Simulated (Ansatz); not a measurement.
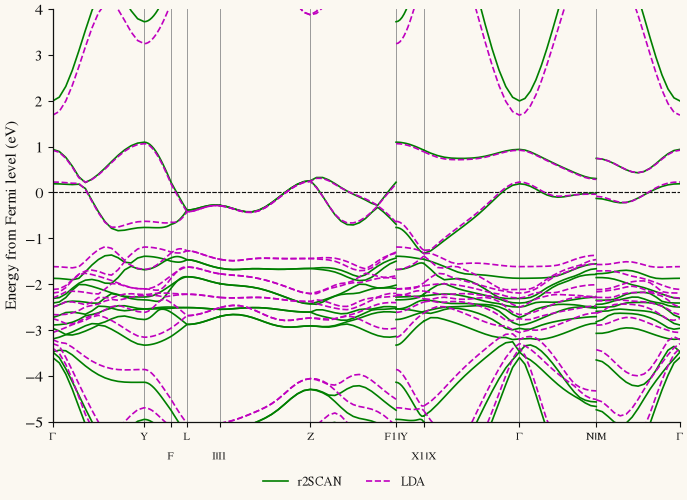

Band structures of CuO, space group Cc (No. 9), 4 atoms in the primitive cell (a = 2.90 Å, b = 2.90 Å, c = 5.13 Å, α = 97.78°, β = 97.78°, γ = 72.32°), by two methods on the same cell. Each is counted from its own Fermi level.

Question: What changes from one method to the other?

Answer: Both give a metal. Levels within 1 eV of the Fermi level in either run differ by 0.03 eV on average and by 0.13 eV at most (between Y and F). Filled levels 1 to 5 eV under it lie 0.21 eV higher on average in LDA than in r2SCAN.

Settings. r2SCAN: Ansatz PAW, no spin polarisation, no spin-orbit coupling, 10×10×5 k mesh, 500 eV cutoff, Fermi-Dirac smearing of 0.05 eV (Ansatz). LDA: Ansatz PAW, no spin polarisation, no spin-orbit coupling, 10×10×5 k mesh, 420 eV cutoff, Fermi-Dirac smearing of 0.05 eV (Ansatz 0.2.0).

In reduced coordinates of the cell that was run, Y is (−0.5, −0.5, 0), F is (−0.525, −0.525, 0.326), L is (−0.5, −0.5, 0.5), I is (−0.634, −0.366, 0.5), I1 is (−0.366, 0.366, 0.5), Z is (0, 0, 0.5), F1 is (−0.475, −0.475, 0.674), X1 is (−0.613, −0.387, 0), X is (−0.387, 0.387, 0), N is (−0.5, 0, 0) and M is (−0.5, 0, 0.5). The cell is at −1 GPa in r2SCAN and −10 GPa in LDA. The run has no spin polarisation, though such a crystal can be magnetic. Semilocal functionals often make such compounds metallic where correlation or magnetic order opens a gap, which also shifts bond lengths. The PAW data sets were made with another functional.
